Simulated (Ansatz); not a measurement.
**Single-point calculation of Mg23O24 (charge −2) (part 1 of 3)**

The run: single-point calculation of Mg23O24 (defect cell, 47 atoms in the cell, total charge −2). Method and program: DFT PBE, scalar-relativistic, plane waves, PAW, spin-polarised (Ansatz 0.2.0).

The structure derives from a Materials Project entry.

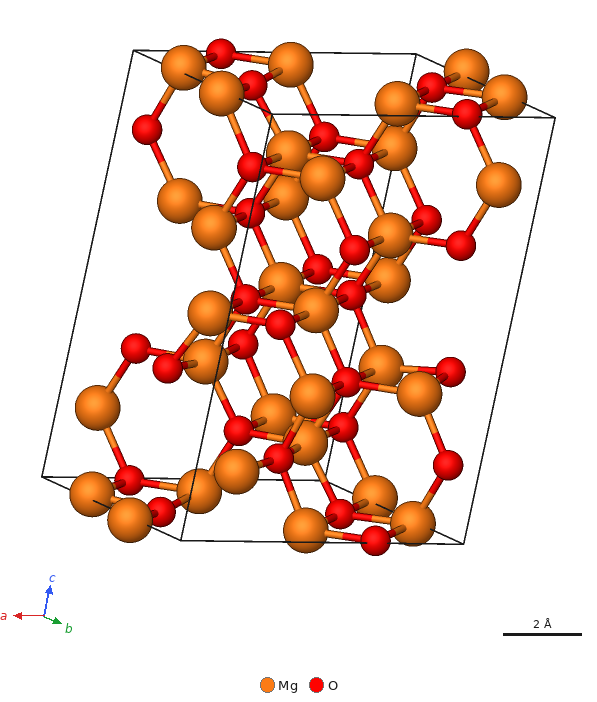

*The structure (ball-and-stick view of the cell of the calculation, seen at an oblique angle). An atom can appear more than once, as a periodic image.*

Near neighbours in the periodic cell (some may lie outside the picture): Mg has 5 O at 1.97 to 2.18 Å; O has 4 Mg at 1.97 to 2.04 Å; O has 5 Mg at 1.99 to 2.18 Å.

### Input file
```yaml
crystal:
  lattice:
    - [5.229567, -3.019292, -4.178041]
    - [-5.229567, 3.019292, -4.178041]
    - [5.229567, 9.057875, 4.17804]
  atoms:
    - { symbol: Mg, position: [0.2949076334, 0.1227211579, 0.166752347] }
    - { symbol: Mg, position: [0.6244214543, 0.9624296555, 0.335917982] }
    - { symbol: Mg, position: [0.1289375183, 0.4530325344, 0.3311896882] }
    - { symbol: Mg, position: [0.457826825, 0.2913254697, 0.4982846122] }
    - { symbol: Mg, position: [0.9576781126, 0.7955947318, 0.5024755737] }
    - { symbol: Mg, position: [0.2897738191, 0.6266996815, 0.6656191219] }
    - { symbol: Mg, position: [0.7909257738, 0.1278240422, 0.667844328] }
    - { symbol: Mg, position: [0.1262740139, 0.959906522, 0.835167882] }
    - { symbol: Mg, position: [0.6217938201, 0.4599477539, 0.8309763022] }
    - { symbol: Mg, position: [0.964647668, 0.2886962832, 0.0024432079] }
    - { symbol: Mg, position: [0.4552750107, 0.7933140133, -0.0023608396] }
    - { symbol: Mg, position: [0.8694601358, 0.0261659057, 0.1667863277] }
    - { symbol: Mg, position: [0.3917351914, 0.5481371147, 0.1667992161] }
    - { symbol: Mg, position: [0.7169280273, 0.384837949, 0.3303459264] }
    - { symbol: Mg, position: [0.1964595419, 0.8642679371, 0.3304670617] }
    - { symbol: Mg, position: [0.5411602495, 0.709713409, 0.500337017] }
    - { symbol: Mg, position: [0.0414680093, 0.2100166058, 0.5003146692] }
    - { symbol: Mg, position: [0.3739180784, 0.0437475023, 0.6668014231] }
    - { symbol: Mg, position: [0.8739173461, 0.5436043291, 0.666689112] }
    - { symbol: Mg, position: [0.2075729338, 0.3761132663, 0.8331766064] }
    - { symbol: Mg, position: [0.7078917382, 0.8765927585, 0.8331650034] }
    - { symbol: Mg, position: [0.0330476195, 0.7008122571, 0.0030254264] }
    - { symbol: Mg, position: [0.5530329141, 0.2211233165, 0.0030633504] }
    - { symbol: O, position: [0.0498916046, 0.8798536333, 0.1667172599], spin: 0.23 }
    - { symbol: O, position: [0.5375114627, 0.3674119194, 0.1667160672], spin: 0.22 }
    - { symbol: O, position: [0.8766548885, 0.2074694203, 0.3330644892] }
    - { symbol: O, position: [0.3764983079, 0.7071760907, 0.3330180066] }
    - { symbol: O, position: [0.707388428, 0.5432944, 0.4997738148] }
    - { symbol: O, position: [0.2073560431, 0.0432625968, 0.4998571782] }
    - { symbol: O, position: [0.540486625, 0.8770915256, 0.6667350947] }
    - { symbol: O, position: [0.0406071382, 0.3770557066, 0.6667596803] }
    - { symbol: O, position: [0.3743882519, 0.2103141821, 0.8337156281] }
    - { symbol: O, position: [0.8742262783, 0.7101864287, 0.8336381329] }
    - { symbol: O, position: [0.2102425087, 0.5408948303, 0.0004744384] }
    - { symbol: O, position: [0.7103553329, 0.0413042381, 0.000449314] }
    - { symbol: O, position: [0.6120536095, 0.8056135448, 0.166767088], spin: 0.2 }
    - { symbol: O, position: [0.1295940066, 0.2878366571, 0.1667695958], spin: 0.06 }
    - { symbol: O, position: [0.4583771204, 0.1262380959, 0.3340433699], spin: 0.05 }
    - { symbol: O, position: [0.9744160527, 0.6245159925, 0.3479782344], spin: 0.21 }
    - { symbol: O, position: [0.2929316927, 0.458790793, 0.5008446276] }
    - { symbol: O, position: [0.7913113686, 0.9614978455, 0.5019888544] }
    - { symbol: O, position: [0.12473722, 0.794284386, 0.6682515994] }
    - { symbol: O, position: [0.6233482044, 0.2928782775, 0.6652874186] }
    - { symbol: O, position: [0.958743602, 0.1247813758, 0.8326989332] }
    - { symbol: O, position: [0.4561287535, 0.6264385271, 0.8315495296] }
    - { symbol: O, position: [0.7932031709, 0.4435961496, -0.0142557936], spin: 0.22 }
    - { symbol: O, position: [0.2910175845, 0.9588756898, -0.0006213004], spin: 0.05 }
magnetization:
  spin_polarized: true
total_charge: -2
basis:
  ecutwfc: 420
  fft_grid_basis: typed
kpoints:
  mp_grid: { grid: [2, 2, 2] }
hamiltonian:
  xc: pbe
  pseudopotentials: { kind: paw }
scf:
  occupations: { method: gaussian, width: 0.05 }
output:
  forces: true
  stress: false
  eigenvalues: true
  bader: true
  write_density: true
  volumetric_format: npy
  populations: true
```

Machine: 4 threads of Arm Neoverse V1, 24 GiB of memory available, shared host.

Command:
```bash
ansatz run input.yaml --threads 4 --pin off --max-ram 10240MiB --backend cpu --events-out ev --progress --plain --runs-dir out
```

### What the program printed
```
Engine: ansatz 0.2.0, aarch64-unknown-linux-gnu
Pseudopotentials: kind: paw
Pseudopotential: Mg, paw, valence charge 10, recommended cutoff 420 eV (normal), Mg.paw.azcp
Pseudopotential: O, paw, valence charge 6, recommended cutoff 420 eV (normal), O.paw.azcp
Functional definition: PBE
  parameter kappa = 0.804
  parameter beta = 0.06672455060314922
  exchange = pbe_x(kappa = kappa, mu = beta*pi^2/3)
  correlation = pbe_c(beta = beta)
Crystal: 47 atoms, lattice volume = 527.756 Å³
Basis set: ecut = 420 eV, 10319 PW (Γ), exchange–correlation on 100×100×160 points (8 copies of the dense FFT grid, shifted against one another)
Bands: 236, of which v1, the nominal top of the filled ones, is band 188 counted from 1 (187 counted from 0)
Symmetry: 1 space group operations
Space group: P1 (ITA 1), of the structure as read, at distance tolerance 8.1e-5 Å
Magnetic group: BNS 1.1 (UNI 1), of the structure as read, at distance tolerance 8.1e-5 Å
k-points: 8
Non-local potential: Mg, projectors of the file, l = 0: 3, l = 1: 2, l = 2: 1
Non-local potential: O, projectors of the file, l = 0: 2, l = 1: 2, l = 2: 1
PAW form: soft (Blöchl's): semilocal exchange-correlation on the pseudo side does not see the compensation charge
PAW one-centre angular grid: Mg, 110 points (default); XC on 64 Gauss nodes
PAW one-centre angular grid: O, 110 points (default); XC on 64 Gauss nodes
Initial density: superposition of atomic densities (chi_scale 0.1, normalization cell, long waves kept (reshape's long-wave potential 0.34 eV rms))
Starting moments: Σ|m| = 1.24 μB on 8 of 47 sites
Initial wavefunctions: pseudopotential atomic-orbital guess
Functional: x = pbe(κ = 0.804, μ = 0.2195149727645171), c = pbe(β = 0.06672455060314922)
SCF iter   1: F=—  HF=-57915.447053 eV  |F-HF|=—  |Δ(HF+E_count)|=         —  Δρ=3.13e-2 (↑2.97e-2 ↓3.13e-2)  dr2=1.61e1  dr2_m=1.55e-1  M=0.000 μB ∫|m|=0.281 μB  β_m=0.30  ethr=3.10e-3  ⟨swp⟩=6.0  Hψ=15320  notcnv=0  defer=172
preconditioner: auto → Resta (q_TF=auto, 2.578 Å⁻¹)  ε∞=3.2  [insulator: Δε(μ)=2.945 eV  Ē_g=15.107 eV  σ=0.050 eV  W_gap=1.00  n_scr=150 (ndim 8)  ℏωp=22.4 eV  f_vac=0.004  D(μ)=0.00/eV (n_scr^D=0)  ε∞_Penn≈3.2]
spin=Collinear: Resta preconditioning applied to the charge; magnetization (m = ρ↑ − ρ↓) channel mixes plain (no charge-response kernel on spin).
SCF iter   2: F=—  HF=-57913.775864 eV  |F-HF|=—  |Δ(HF+E_count)|=    1.67e0  Δρ=2.20e-2 (↑2.17e-2 ↓2.20e-2)  dr2=8.34e0  dr2_m=8.45e-2  M=0.000 μB ∫|m|=0.223 μB  β_m=0.30  ethr=3.10e-3  ⟨swp⟩=2.0  Hψ=4436  notcnv=0  defer=684
SCF iter   3: F=—  HF=-57913.064959 eV  |F-HF|=—  |Δ(HF+E_count)|=   7.11e-1  Δρ=7.86e-3 (↑7.86e-3 ↓6.02e-3)  dr2=6.17e-1  dr2_m=4.60e-2  M=0.000 μB ∫|m|=0.180 μB  β_m=0.30  ethr=2.22e-3  ⟨swp⟩=3.0  Hψ=5851  notcnv=0  defer=684
SCF iter   4: F=—  HF=-57913.085427 eV  |F-HF|=—  |Δ(HF+E_count)|=   2.05e-2  Δρ=3.93e-3 (↑3.68e-3 ↓3.93e-3)  dr2=9.53e-2  dr2_m=2.58e-2  M=0.000 μB ∫|m|=0.140 μB  β_m=0.30  ethr=1.64e-4  ⟨swp⟩=2.1  Hψ=4870  notcnv=0  defer=684
SCF iter   5: F=—  HF=-57913.091213 eV  |F-HF|=—  |Δ(HF+E_count)|=   5.79e-3  Δρ=2.58e-3 (↑2.16e-3 ↓2.58e-3)  dr2=3.29e-2  dr2_m=1.46e-2  M=0.000 μB ∫|m|=0.111 μB  β_m=0.30  ethr=2.53e-5  ⟨swp⟩=2.0  Hψ=6184  notcnv=0  defer=684
SCF iter   6: F=—  HF=-57913.123651 eV  |F-HF|=—  |Δ(HF+E_count)|=   3.24e-2  Δρ=1.45e-3 (↑1.45e-3 ↓1.44e-3)  dr2=3.01e-3  dr2_m=8.36e-3  M=0.000 μB ∫|m|=0.088 μB  β_m=0.30  ethr=8.75e-6  ⟨swp⟩=2.0  Hψ=6184  notcnv=0  defer=684
SCF iter   7: F=—  HF=-57913.129530 eV  |F-HF|=—  |Δ(HF+E_count)|=   5.88e-3  Δρ=1.04e-3 (↑9.87e-4 ↓1.04e-3)  dr2=3.42e-4  dr2_m=4.83e-3  M=0.000 μB ∫|m|=0.069 μB  β_m=0.30  ethr=8.00e-7  ⟨swp⟩=2.0  Hψ=6100  notcnv=0  defer=684
Mixer restart at iter 7: flushing history
spin-set hold released at iteration 7 (site moments contracting): the magnetisation degrees of freedom join the quasi-Newton model from the next iteration; the mixer history was flushed
SCF iter   8: F=—  HF=-57913.130649 eV  |F-HF|=—  |Δ(HF+E_count)|=   1.12e-3  Δρ=7.81e-4 (↑7.62e-4 ↓7.81e-4)  dr2=1.72e-4  dr2_m=2.81e-3  M=0.000 μB ∫|m|=0.055 μB  β_m=0.65  ethr=9.10e-8  ⟨swp⟩=2.0  Hψ=4324  notcnv=0  defer=684
SCF iter   9: F=—  HF=-57913.132382 eV  |F-HF|=—  |Δ(HF+E_count)|=   1.73e-3  Δρ=1.05e-4 (↑5.27e-5 ↓1.05e-4)  dr2=5.94e-5  dr2_m=1.63e-5  M=0.000 μB ∫|m|=0.007 μB  β_m=0.62  ethr=4.57e-8  ⟨swp⟩=3.0  Hψ=7326  notcnv=0  defer=684
SCF iter  10: F=—  HF=-57913.132616 eV  |F-HF|=—  |Δ(HF+E_count)|=   2.33e-4  Δρ=3.56e-5 (↑3.56e-5 ↓1.90e-5)  dr2=5.84e-6  dr2_m=2.45e-6  M=0.000 μB ∫|m|=0.003 μB  β_m=0.66  ethr=1.58e-8  ⟨swp⟩=2.0  Hψ=4613  notcnv=0  defer=684
SCF iter  11: F=—  HF=-57913.132622 eV  |F-HF|=—  |Δ(HF+E_count)|=   6.07e-6  Δρ=9.95e-6 (↑8.20e-6 ↓9.95e-6)  dr2=7.32e-7  dr2_m=2.91e-7  M=0.000 μB ∫|m|=0.001 μB  β_m=0.79  ethr=1.55e-9  ⟨swp⟩=2.0  Hψ=4456  notcnv=0  defer=684
SCF iter  12: F=—  HF=-57913.132623 eV  |F-HF|=—  |Δ(HF+E_count)|=   1.29e-6  Δρ=4.22e-6 (↑4.22e-6 ↓3.78e-6)  dr2=2.30e-7  dr2_m=2.82e-9  M=0.000 μB ∫|m|=0.000 μB  β_m=0.70  ethr=1.95e-10  ⟨swp⟩=2.4  Hψ=4634  notcnv=0  defer=684
SCF iter  13: F=—  HF=-57913.132623 eV  |F-HF|=—  |Δ(HF+E_count)|=   1.93e-8  Δρ=9.77e-7 (↑9.66e-7 ↓9.77e-7)  dr2=1.91e-8  dr2_m=2.01e-9  M=0.000 μB ∫|m|=0.000 μB  β_m=0.85  ethr=2.66e-11  ⟨swp⟩=18.5  Hψ=21209  notcnv=0
SCF iter  14: F=-57913.132623 eV  HF=-57913.132623 eV  |F-HF|=1.36e-9  |Δ(HF+E_count)|=   1.80e-8  Δρ=4.46e-7 (↑4.46e-7 ↓4.12e-7)  dr2=2.93e-9  dr2_m=1.21e-10  M=0.000 μB ∫|m|=0.000 μB  ethr=5.08e-12  ⟨swp⟩=3.0  Hψ=8078  notcnv=0
SCF 1 converged in 14 iterations: F = -57913.132623 eV  dr2 = 2.93e-9
  greatest PAW one-centre occupation: 1.000 electrons in one spin orbital (limit 2), on the Mg atom at site 0 (counted from 0), in its partial waves of l = 0
```

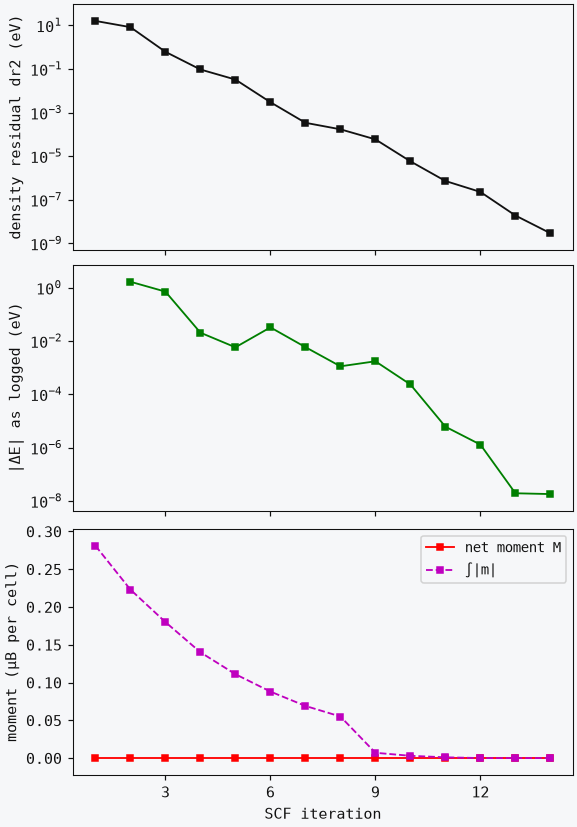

*Convergence of the self-consistent field: density residual dr2, size of the energy change and magnetic moment against the SCF iteration.*

The residual falls at every step. The net moment stays at 0.0 μB per cell, and ∫|m| falls to zero.

```
WARN: the starting moments were not kept: the SCF closed with an absolute magnetisation of 2.1e-5 μB, where they sum to 1.24 μB in size (8 sites). That is at most 0.1 of that sum. Measured as dr2_m measures the in/out step, that magnetisation stands 4.4e-11 eV from none, at or under the dr2_threshold of 1.0e-7 eV: it is no larger than a step whose dr2_m would equal this threshold. The system may hold no moment; this SCF shows only that its start led to no more than that. To try another start: raise the starting moments (crystal.atoms[].spin, magnetization.per_species, magnetization.initial_magnetization, or on a non-collinear deck that types none of these the spinor_matrix: blocks that start its atoms; where the total moment is fixed, keep their sum and leave initial_magnetization as it is; typed ones take the place of any that the run laid by itself, positive ones on a crystal's lanthanoids without a Hubbard term where scf.initial_density.shell_occupations: [] is typed) or, if the notice of its spin-set hold's release reads "site moments contracting" or "site moments show no strong build", lengthen the hold (scf.mixing.spin_hold: { on: { confirm: 4 } }; for m-r²SCAN on two components see the key's manual first). Each may lead to a state that holds a moment. A second SCF, from the converged charge density, with the starting moments and any scf.initial_density.shell_occupations laid on it anew, would have followed, and was not run: the deck does not ask for one (magnetization.retry_lost_moments is false, the default). To let it run, set magnetization.retry_lost_moments: true and run the deck again, where that key's refused combinations let it; where memory then withholds it, that run's warning says so.
SCF converged after 14 iterations
Magnetization: 0.0000 μB (188.0000 up, 188.0000 down)
Absolute magnetization: 0.0000 μB (∫|ρ↑−ρ↓|, with the PAW one-centre terms)
Spin contamination: 0.0000 ħ² per cell (⟨S²⟩ above its minimum at these occupations)
Per-site moments (μB) at R_I (Å): [(9.204776867897843e-8, 0.8230712334997718), (4.0437690291350536e-8, 0.8136620104026179), (4.026099899685076e-8, 0.8152748541464598), (1.0011392361622175e-8, 0.8199670589385848), (3.918304442599339e-8, 0.8143557398694341), (1.7726030960308644e-9, 0.8274926869800912), (1.5957371142988852e-9, 0.8273325873691766), (1.008433252314989e-8, 0.8200253878128232), (4.1171354773565305e-8, 0.8152319735181618), (4.192036128226431e-8, 0.8160828248671408), (4.042176053339553e-8, 0.8136070922694603), (6.136096667873027e-8, 0.8160212348521304), (5.974623838741297e-8, 0.8155045551097216), (5.97192109855404e-8, 0.8151545600891489), (6.137838718733307e-8, 0.8157503493883616), (-5.441034889767451e-10, 0.8271616503173808), (-5.927211090998058e-10, 0.8270744585509509), (6.529143380616411e-11, 0.8300342959927394), (8.412921639551673e-11, 0.8300689126932431), (-5.630490313081153e-10, 0.8270665436823661), (-6.331605794013898e-10, 0.8271809471997487), (6.22252488413116e-8, 0.815519837908485), (6.069779689634527e-8, 0.814978117651499), (-1.8371853992938195e-6, 0.815519837908485), (-1.7504424162464314e-6, 0.814978117651499), (4.040258824021734e-8, 0.8270744585509509), (3.9818924183754616e-8, 0.8271616503173808), (1.902895336734902e-8, 0.828599962269996), (1.9184429950021658e-8, 0.8285859859091834), (-6.16464265705718e-9, 0.8300342959927394), (-6.364442567680048e-9, 0.8300689126932431), (1.8889521099846026e-8, 0.8285181578501765), (1.8991890752356746e-8, 0.8288325517043187), (4.045726292224524e-8, 0.8270665436823661), (4.027545289930003e-8, 0.8271809471997487), (-1.598612263192907e-6, 0.8136070922694603), (-4.1636181941390883e-7, 0.8204954363986559), (-3.5363863524554787e-7, 0.8199670589385848), (-1.6766386457619572e-6, 0.8143557398694341), (1.1088413236568625e-8, 0.8279555985981198), (1.1505215637707644e-8, 0.8273325873691766), (9.32793614431274e-9, 0.8280455837221327), (9.607139799094965e-9, 0.8282267012757405), (1.172315486670933e-8, 0.8280621222961103), (1.1076572220270906e-8, 0.8273760558205329), (-1.758463761483537e-6, 0.8152319735181618), (-3.537188449484939e-7, 0.8200253878128232)]
Free energy (F): -57913.132623 eV
Harris-Foulkes:  -57913.132623 eV  (|F-HF|=1.36e-9)
Internal energy: -57913.132623 eV  (E = F + TS)
E sigma→0 (E₀):  -57913.132623 eV
Fermi energy:    7.965189 eV
--- Per-component energies (eV) ---
  E_band       = -7566.197008
  E_kinetic    = 6067.226597
  E_local      = -43397.478019  (includes V_loc(G=0)·N_el)
  E_nonlocal   = 3339.701249
  E_hartree    = 15548.839247
  E_xc         = -2503.851506
  E_vxc        = -3207.343883  (∫ρ·V_xc dr)
  E_paw        = -10507.105318  (= ΣΔE_a)
  E_vpaw       = -1466.037791  (= ΣTr[D̂ρ^β])
  E_aug_tail   = 0.059820  (compensation charges beyond the density's cutoff)
  E_ewald      = -26460.524693
  E_smearing   = -0.000000  (= −TS)
  E_closure    = -0.000000  (closes the sum)
  E_deformation_potential = -30.259234  (in the stress; not in F)
  Σ components = -57913.132623   (vs F -57913.132623, Δ=0.00e0)
--- Forces (eV/Å), atoms counted from 1 ---
  atom   1  Mg    -0.02072285     0.01239331     0.01919869
  atom   2  Mg    -0.42535007    -0.78665599     0.00580670
  atom   3  Mg    -0.65228940     0.03290319    -0.00592034
  atom   4  Mg    -0.11809854    -0.42042232     0.00197542
  atom   5  Mg     0.02420393    -0.90955805    -0.00248620
  atom   6  Mg    -0.04157287    -0.07684092    -0.00189517
  atom   7  Mg     0.04636916     0.08220137     0.00244491
  atom   8  Mg     0.30531744     0.31198194     0.01567077
  atom   9  Mg     0.82547430     0.44391143    -0.01632996
  atom  10  Mg    -0.38233551     0.55273799    -0.00029252
  atom  11  Mg     0.47244884     0.75377300     0.00113261
  atom  12  Mg     0.45028799    -0.26866512     0.39818103
  atom  13  Mg     0.43116378    -0.25455322    -0.39542646
  atom  14  Mg    -0.52825795    -0.55904698    -0.40526125
  atom  15  Mg    -0.54370814    -0.57196881     0.39954100
  atom  16  Mg    -0.23386685    -0.35395203     0.03985843
  atom  17  Mg    -0.22873315    -0.35285331    -0.03977225
  atom  18  Mg    -0.09178654     0.04610592    -0.00070581
  atom  19  Mg    -0.09386588     0.06616623    -0.00039423
  atom  20  Mg     0.18460510     0.38542527     0.03605456
  atom  21  Mg     0.19772765     0.37771588    -0.03504075
  atom  22  Mg     0.21430426     0.74942427     0.42661577
  atom  23  Mg     0.23401234     0.73483646    -0.42804053
  atom  24  O      0.04653238    -0.01754056    -0.74245547
  atom  25  O      0.04443228    -0.02015516     0.72749005
  atom  26  O      0.42123456     0.36961121     0.01806072
  atom  27  O      0.42544381     0.37000399    -0.01533294
  atom  28  O      0.10765509     0.54348021     0.10691002
  atom  29  O      0.10615138     0.54738684    -0.10653150
  atom  30  O     -0.02264590     0.01147287    -0.00195085
  atom  31  O     -0.02472112     0.01018607     0.00165739
  atom  32  O     -0.42584317    -0.36712140     0.11223455
  atom  33  O     -0.42449024    -0.36838470    -0.11147408
  atom  34  O     -0.10193721    -0.54932734    -0.01924134
  atom  35  O     -0.10375252    -0.54629797     0.02538643
  atom  36  O     -0.50054711     0.29143709    -0.00152584
  atom  37  O     -0.38899131     0.23111316    -0.00560001
  atom  38  O      0.50700112     0.66194325    -0.00969248
  atom  39  O      0.58046210     0.62520042     0.00937200
  atom  40  O      0.33267782     0.28328027     0.00184493
  atom  41  O      0.19652051     0.39436987    -0.00227976
  atom  42  O      0.11468179     0.08504906    -0.00520091
  atom  43  O     -0.01999294    -0.14772738     0.00449270
  atom  44  O     -0.07432919    -0.43686126    -0.00528327
  atom  45  O     -0.24733919    -0.37101699     0.00735717
  atom  46  O     -0.25208653    -0.83326649     0.01032022
  atom  47  O     -0.32145623    -0.76188701    -0.01347255
  max |Σ_I F_I| component: 1.28e-5 eV/Å
--- Band table (eV; the first three rows and the last of 16) ---
```
